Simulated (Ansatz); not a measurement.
B₉N

Input file:

```
crystal:
  lattice:
    - [-7.029562, 7.029562, 4.38533]
    - [7.029562, -7.029562, 4.38533]
    - [7.029562, 7.029562, -4.38533]
  atoms:
    - { symbol: B, position: [0.0, 0.557441, 0.557441] }
    - { symbol: B, position: [0.0, 0.442559, 0.442559] }
    - { symbol: B, position: [0.442559, 0.0, 0.442559] }
    - { symbol: B, position: [0.557441, 0.0, 0.557441] }
    - { symbol: B, position: [0.658226, 0.158226, 0.5] }
    - { symbol: B, position: [0.341774, 0.841774, 0.5] }
    - { symbol: B, position: [0.841774, 0.341774, 0.5] }
    - { symbol: B, position: [0.158226, 0.658226, 0.5] }
    - { symbol: B, position: [0.0, 0.0, 0.0], spin: -0.83 }
    - { symbol: "N", position: [0.5, 0.5, 0.0], spin: 3.2 }
basis:
  ecutwfc: 420
kpoints:
  mp_grid: { grid: [6, 6, 6] }
hamiltonian:
  xc: pbe
  dispersion: d3bj
scf:
  occupations: { method: gaussian, width: 0.01 }
output:
  forces: true
  stress: true
  eigenvalues: true
  populations: true
  write_density: true
  write_potential: true
  elf: true
  volumetric_format: npy
magnetization:
  spin_polarized: true
relax:
  adjacent_minimum: "off"
  f_tol: 0.005
  max_steps: 80
  cell: { stress_tol: 0.05 }
```

Launched as:

```sh
ansatz run input.yaml --threads 2 --pin off --max-ram 5120MiB --backend cpu --events-out ev --progress --plain --runs-dir out
```

Below, planes, directions and counts refer to the conventional cell (a = 13.79 Å, b = 13.79 Å, c = 8.75 Å, α = 90.00°, β = 90.00°, γ = 90.00°).

The fields are those of the run's last geometry, not of the input's.

Space group I4/mmm; a structure from a database of computed crystals, not necessarily the ambient phase; spin-polarised.

Level of theory: DFT PBE+D3(BJ), scalar-relativistic, plane waves, PAW (Ansatz 0.2.0).

The density is the valence pseudo-density of a PAW calculation; it isn't the true density close to the nuclei.

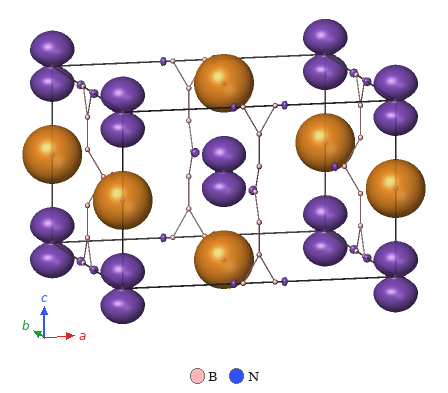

Figure 1. Isosurfaces of the spin density at +0.02 (orange) and −0.02 e/Å³ (purple), seen slightly off an axis. Sticks mark near contacts.

Q: Which atoms carry the moments, and with what signs?

A: The spin density sits on B: −0.8 μB (×2); N: +2.9 μB (×2) in one cell of 20 atoms: ferrimagnetic (opposed moments on unlike sites) in this solution. The cell of the calculation (10 atoms) carries 2.0 μB of net spin moment.

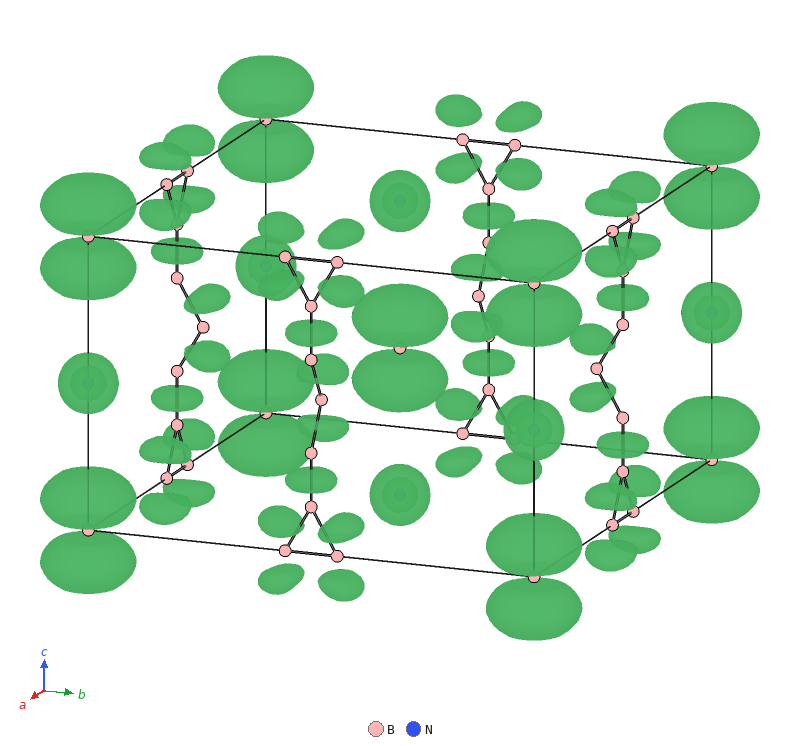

Figure 2. Isosurface of the electron localisation function at 0.85 (green), seen slightly off an axis. Core shells and regions of very low density are left out. Sticks mark near contacts.

Q: Where are the electrons localised?

A: At this value the surface marks out 20 regions between bonded B–B atoms, four lobes on B, pointing away from the bonds (non-bonding electrons) and two regions wrapped around N (the valence shell of each), counted in one cell of 20 atoms. Any copies at cell faces, edges or corners count once. Along the contacts the grid gives the following. B–B (1.60 Å): the ELF peaks at about 0.90 between the atoms. B–N (4.38 Å): the ELF peaks at about 1 in the valence shell of B, 1.1 Å from its nucleus, and drops to about 0.05 between the two atoms.

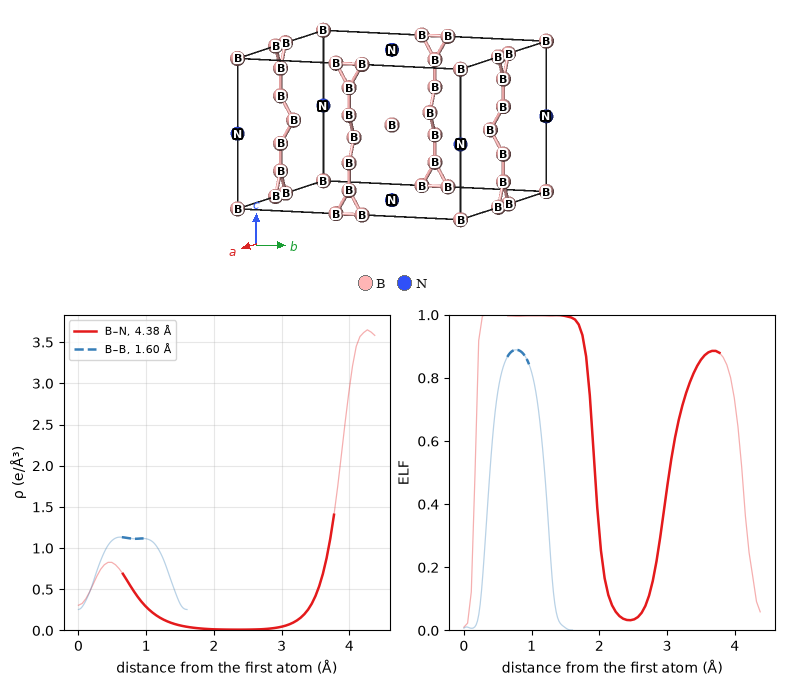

Figure 3. Valence charge density (pseudo) and ELF along straight lines between neighbouring atoms. Thin, pale parts lie inside the atomic spheres. The structure is drawn too.

Q: Compare the contacts.

A: B–N (4.38 Å): ρ is about 0.01 e/Å³ halfway; the ELF peaks at about 1 in the valence shell of B, 1.1 Å from its nucleus, and drops to about 0.05 between the two atoms.
B–B (1.60 Å): the density is about 1.1 e/Å³ at the midpoint; the ELF peaks at about 0.90 between the atoms.

Q: Does the calculation give a band gap?

A: It is gapless in this calculation (a metal or semimetal).
